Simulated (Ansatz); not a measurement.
Input of the run:

```
crystal:
  lattice:
    - [4.3808388103, 0.0, 0.0]
    - [-2.1904194051, 3.7939176996, 0.0]
    - [0.0, 0.0, 32.587127023]
  atoms:
    - { symbol: Te, position: [0.0, 0.0, 0.2301522314] }
    - { symbol: Bi, position: [0.3333333333, 0.6666666667, 0.2830391474] }
    - { symbol: Te, position: [0.6666666667, 0.3333333333, 0.3449116788] }
    - { symbol: Bi, position: [0.0, 0.0, 0.4067842102] }
    - { symbol: Te, position: [0.3333333333, 0.6666666667, 0.4596711262] }
    - { symbol: Te, position: [0.6666666667, 0.3333333333, 0.5403288738] }
    - { symbol: Bi, position: [0.0, 0.0, 0.5932157898] }
    - { symbol: Te, position: [0.3333333333, 0.6666666667, 0.6550883212] }
    - { symbol: Bi, position: [0.6666666667, 0.3333333333, 0.7169608526] }
    - { symbol: Te, position: [0.0, 0.0, 0.7698477686] }
basis:
  ecutwfc: 420
kpoints:
  mp_grid: { grid: [9, 9, 1] }
hamiltonian:
  xc: pbesol
scf:
  occupations: { method: gaussian, width: 0.05 }
output:
  forces: true
  eigenvalues: true
  write_density: true
  write_potential: true
  elf: true
  volumetric_format: npy
relax:
  adjacent_minimum: "off"
  f_tol: 0.02
  max_steps: 60
efield:
  axis: 3
  dipole_correction: true
  ramp_width: 0.04
```

Launched with:
```bash
ansatz run input.yaml --threads 1 --pin off --max-ram 2560MiB --backend cpu --events-out ev --progress --plain --runs-dir out
```

What does the potential across the slab give for the band edges against vacuum?

From the vacuum level at the right face the ionisation potential is 5.12 eV and the electron affinity 4.61 eV; the left face gives the same. The slab's gap, their difference before rounding, is 0.51 eV. The two vacuum levels agree, so the slab has no net dipole along its normal. The outermost atoms are 17.5 Å apart, which leaves 15.0 Å of vacuum in a cell 32.6 Å high.

Spin-orbit coupling is left out, which matters for Bi and Te.

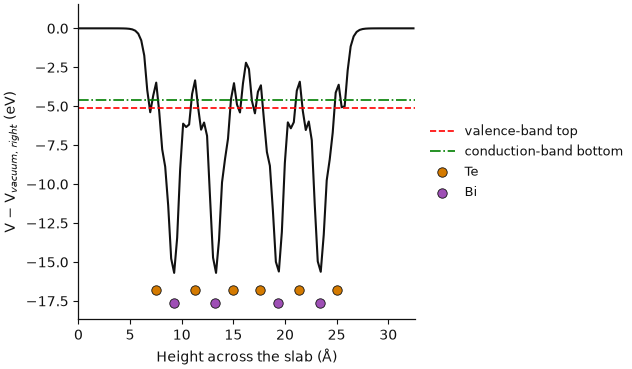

Plane-averaged electrostatic potential energy of an electron across the slab; circles at the bottom mark the heights of the atoms (positions after relaxation).
